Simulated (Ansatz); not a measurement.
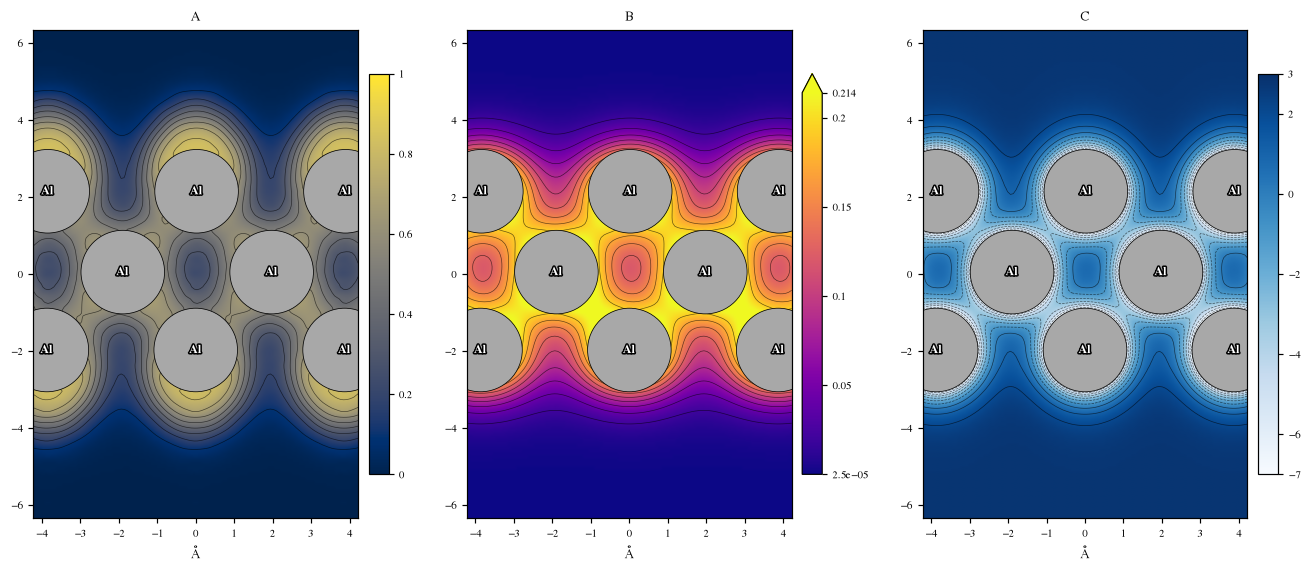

Al (slab): 3 fields on the (010) plane of the calculation cell, a cut from vacuum to vacuum, with unlabelled colour scales. Grey discs cover the atomic cores.

Computed without spin polarisation.

Method: DFT PBE, scalar-relativistic, plane waves, PAW in Ansatz.

```yaml
crystal:
  lattice:
    - [3.86771, 0.00000, 0.00000]
    - [-1.93385, 10.04860, 0.00000]
    - [0.00000, 0.00000, 28.42406]
  atoms:
    - { symbol: Al, position: [0.61031, 0.72189, 0.58845] }
    - { symbol: Al, position: [0.41602, 0.32350, 0.59226] }
    - { symbol: Al, position: [0.01543, 0.52223, 0.59456] }
    - { symbol: Al, position: [0.21424, 0.92496, 0.59417] }
    - { symbol: Al, position: [0.82205, 0.12287, 0.59229] }
    - { symbol: Al, position: [0.11456, 0.72372, 0.66328] }
    - { symbol: Al, position: [0.92023, 0.32166, 0.66501] }
    - { symbol: Al, position: [0.52649, 0.52434, 0.66575] }
    - { symbol: Al, position: [0.70450, 0.92234, 0.66544] }
    - { symbol: Al, position: [0.31276, 0.12519, 0.66503] }
    - { symbol: Al, position: [0.61642, 0.72370, 0.73760] }
    - { symbol: Al, position: [0.41853, 0.32360, 0.73874] }
    - { symbol: Al, position: [0.02237, 0.52456, 0.73964] }
    - { symbol: Al, position: [0.20967, 0.92285, 0.73936] }
    - { symbol: Al, position: [0.81221, 0.12350, 0.73881] }
```

Q: Which field does each panel show? The fields are: electron localisation function, electrostatic potential energy of an electron and valence pseudo-density.

A: Panel A: electron localisation function. Panel B: valence pseudo-density. Panel C: electrostatic potential energy of an electron (low next to the atoms, rising into the space between them). From the grid: Al–Al (2.77 Å): the density is about 0.22 e/Å³ at the midpoint; the ELF peaks at about 0.65 between the atoms. Al–Al (2.83 Å): the density is about 0.21 e/Å³ at the midpoint; the ELF peaks at about 0.65 between the atoms.
